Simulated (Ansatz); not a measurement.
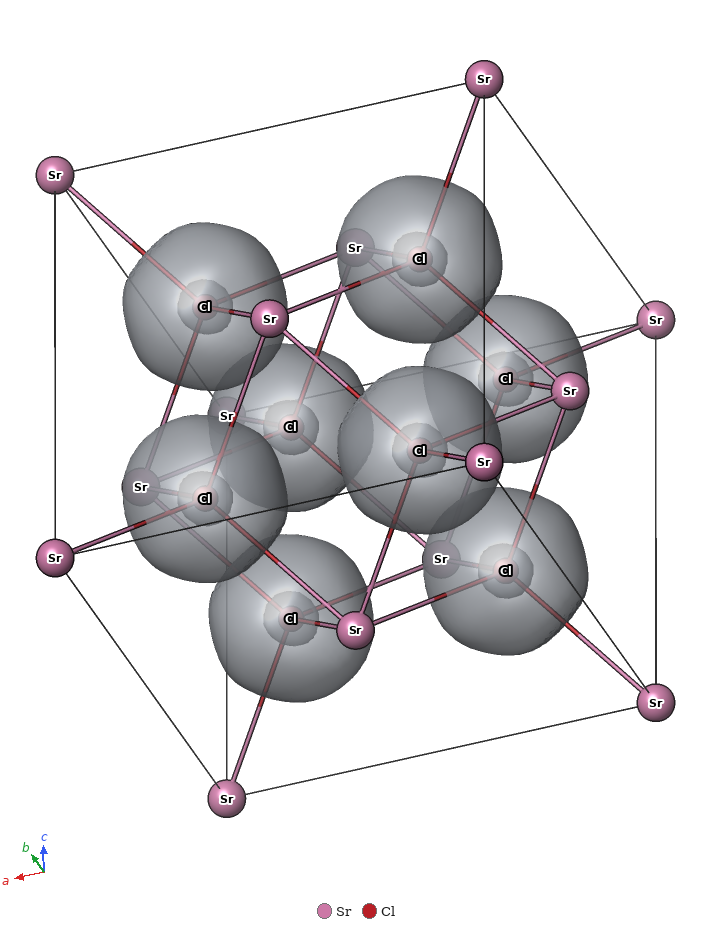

SrCl₂. Isosurface of the electron localisation function at 0.7 (grey), seen at an oblique angle. Only the valence region is drawn (cores and ρ < 0.01 e/Å³ removed). Sticks mark near contacts.

Space group Fm-3m; started from the CdCl2 (3R octahedral) bulk prototype, which need not be the ambient phase.

The calculation used DFT, dielectric-dependent PBE0 (fraction 1/eps_inf of PBE), plane waves, PAW in Ansatz.

Core electrons are frozen (PAW), and the valence fields are smoothed inside the atomic spheres.

Input file:

```
crystal:
  lattice:
    - [2.456721539, 1.4183888419, 4.0153157559]
    - [-2.456721539, 1.4183888419, 4.0153157559]
    - [0.0, -2.8367776838, 4.0153157559]
  atoms:
    - { symbol: Sr, position: [0.0, 0.0, 0.0] }
    - { symbol: Cl, position: [0.2499511422, 0.2499511422, 0.2499511422] }
    - { symbol: Cl, position: [0.7500488578, 0.7500488578, 0.7500488578] }
  host: atoms
kpoints:
  mp_grid: { grid: [4, 4, 4] }
  band_path:
    path:
      - [0.0, 0.0, 0.0]
      - [0.5, 0.5, 0.5]
      - [0.7501454743, 0.2498545257, 0.5]
      - [0.5, -0.2498545257, 0.2498545257]
      - [0.5, 0.0, 0.0]
      - [0.3749272629, -0.3749272629, 0.0]
      - [0.6250727371, 0.0, 0.3749272629]
      - [0.5, 0.0, 0.5]
      - [0.0, 0.5, 0.5]
    npoints: 1
hamiltonian:
  xc:
    exchange: pbe
    correlation: pbe
    exx: { coeff: inverse_dielectric }
scf:
  occupations: { method: fixed }
  n_extra_bands: 4
output:
  forces: true
  stress: true
  eigenvalues: true
  write_density: true
  write_potential: true
  elf: true
  volumetric_format: npy
```

Command:

```sh
ansatz run input.yaml --threads 2 --pin off --max-ram 2211MiB --backend cpu --events-out ev --progress --plain --runs-dir out
```

Below, planes, directions and counts refer to the conventional cell (a = 6.95 Å, b = 6.95 Å, c = 6.95 Å, α = 89.97°, β = 89.97°, γ = 89.97°).

### Identify the bonds, lone pairs and shells in this picture.

The ELF exceeds this value in eight regions wrapped around Cl (the valence shell of each), counted in one cell of 12 atoms. Any copies at cell faces, edges or corners count once. Along the contacts the grid gives the following. Sr–Cl (3.01 Å): the ELF peaks at about 0.90 in the valence shell of Cl, 0.8 Å from its nucleus, and drops to about 0.05 between the two atoms: a closed-shell, largely ionic contact.

### Does the calculation give a band gap?

It is gapped, with a Kohn–Sham gap of 8.1 eV on the k-point mesh (the band edges may lie off the mesh, which would make the gap smaller).
